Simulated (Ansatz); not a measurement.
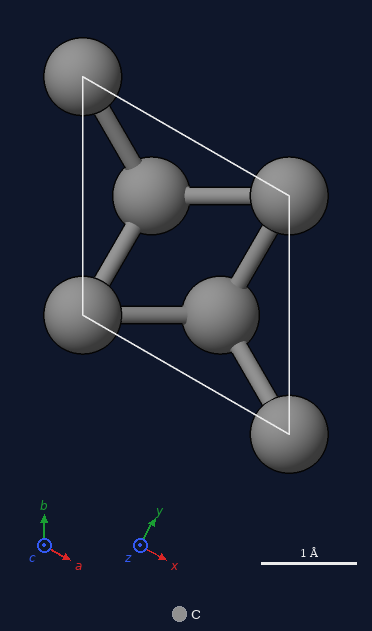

A scan of crystalline C (P6_3/mmc): the cell is strained equally along x and y, with the atoms kept at their fractional coordinates. x, y and z are the Cartesian axes of the input. The picture shows the reference cell. A ball-and-stick model of the cell of the calculation, repeated 1 × 1 × 1 with one cell outlined, seen along the c axis.

Computed with DFT r2SCAN, scalar-relativistic, plane waves, PAW (Ansatz). (plane-wave cutoff 500 eV; k-point mesh 12 × 12 × 4; occupations gaussian; smearing width 0.05 eV; no spin polarisation). Energies (free energies at the smearing named) are counted from the relaxed crystal.

The input:
```yaml
crystal:
  lattice:
    - [2.5098396887, 0.0, 0.0]
    - [-1.2549198443, 2.1735849298, 0.0]
    - [0.0, 0.0, 8.280324606]
  atoms:
    - { symbol: C, position: [0.0, 0.0, 0.0929334766] }
    - { symbol: C, position: [0.0, 0.0, 0.5929334766] }
    - { symbol: C, position: [0.0, 0.0, 0.4070665234] }
    - { symbol: C, position: [0.0, 0.0, 0.9070665234] }
    - { symbol: C, position: [0.3333333333, 0.6666666667, 0.1554962099] }
    - { symbol: C, position: [0.6666666667, 0.3333333333, 0.6554962099] }
    - { symbol: C, position: [0.3333333333, 0.6666666667, 0.3445037901] }
    - { symbol: C, position: [0.6666666667, 0.3333333333, 0.8445037901] }
basis:
  ecutwfc: 500
kpoints:
  mp_grid: { grid: [12, 12, 4] }
hamiltonian:
  xc: r2scan
scf:
  occupations: { method: gaussian, width: 0.05 }
output:
  forces: true
  stress: true
  eigenvalues: true
```

Run as
```bash
ansatz run input.yaml --threads 2 --pin off --max-ram 5120MiB --backend cpu --events-out ev --progress --plain --runs-dir out
```

### Predict the energy profile (the strain: −0.040, −0.030, −0.020, −0.010, 0.000, 0.010, 0.020, 0.030, 0.035, 0.040).

```tsv
strain	E − E(ref) (meV/atom)
−0.040	82.3
−0.030	45.2
−0.020	19.6
−0.010	4.8
0.000	0.0
0.010	4.5
0.020	17.7
0.030	38.8
0.035	52.2
0.040	67.3
```

Of the computed points the lowest is at the strain 0.00, 0.0 meV/atom. The curvature at zero strain, (1/V) d²E/dε², is about 2600 GPa; it is C₁₁ + C₂₂ + 2C₁₂ with clamped ions. The distortion keeps the space group P6_3/mmc. At the strain −0.04 the cell of the drawing goes a 2.510 → 2.409 Å, b 2.510 → 2.409 Å.

The computed profile:

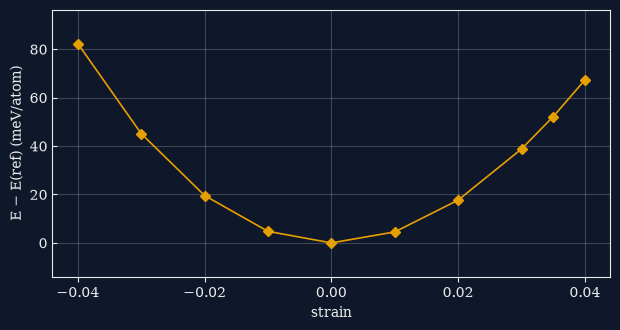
